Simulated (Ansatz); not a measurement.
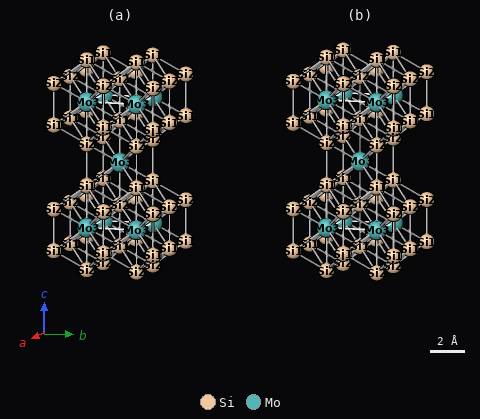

The structure of crystalline Si2Mo (a generated structure, set up in I4/mmm) (coarse preliminary run) before (left) and after (right) a relaxation, at one scale.

The picture is a ball-and-stick view of the conventional cell (2 times the calculation's cell), seen slightly off an axis. Lengths and directions refer to the drawn axes.

Case: W → Mo on all its sites, cell and atoms relaxed.

Computed with DFT r2SCAN, scalar-relativistic, plane waves, PAW (Ansatz).

Input file:
```yaml
crystal:
  lattice:
    - [-1.5832191559, 1.5832191559, 3.8478013287]
    - [1.5832191559, -1.5832191559, 3.8478013287]
    - [1.5832191559, 1.5832191559, -3.8478013287]
  atoms:
    - { symbol: Si, position: [0.3348248948, 0.3348248948, 0.0] }
    - { symbol: Si, position: [0.6651751052, 0.6651751052, 0.0] }
    - { symbol: Mo, position: [0.0, 0.0, 0.0] }
basis:
  ecutwfc: 500
kpoints:
  mp_grid: { grid: [8, 8, 8] }
hamiltonian:
  xc: r2scan
scf:
  occupations: { method: gaussian, width: 0.1 }
output:
  forces: true
  stress: true
  eigenvalues: true
relax:
  adjacent_minimum: "off"
  f_tol: 0.05
  max_steps: 60
  cell: { stress_tol: 0.5 }
```

Run as
```bash
ansatz run input.yaml --threads 1 --pin off --max-ram 2560MiB --backend cpu --events-out ev --progress --plain --runs-dir out
```

Summarise the run.

Answer. Over 2 accepted moves (3 points after the start) the energy falls by 42.5 meV per cell of the calculation. Largest force component: 0.014 eV/Å at the start, 0.024 eV/Å at the end. Pressure: 9.20 GPa at the start and −0.07 GPa at the end. At 1 point the geometry stayed and the basis and grid were re-selected for the new cell (energy shift of 0.3 meV per cell of the calculation at most each time). The atoms keep their places relative to the cell (all moves are under 0.005 Å). The volume changes by +3.9 %, with a = b 3.166 → 3.202 Å (+1.1 %), c 7.696 → 7.819 Å (+1.6 %). Some distances before and after: Si1–Mo3 2.577 → 2.621 Å, Si1–Si2 2.592 → 2.627 Å, Si1–Si2 (another image) 2.542 → 2.577 Å. The space group stays I4/mmm (No. 139). Cost: 30 s on 1 thread of Intel(R) Xeon(R) Processor @ 2.70GHz (shared host), peak memory 0.6 GiB.
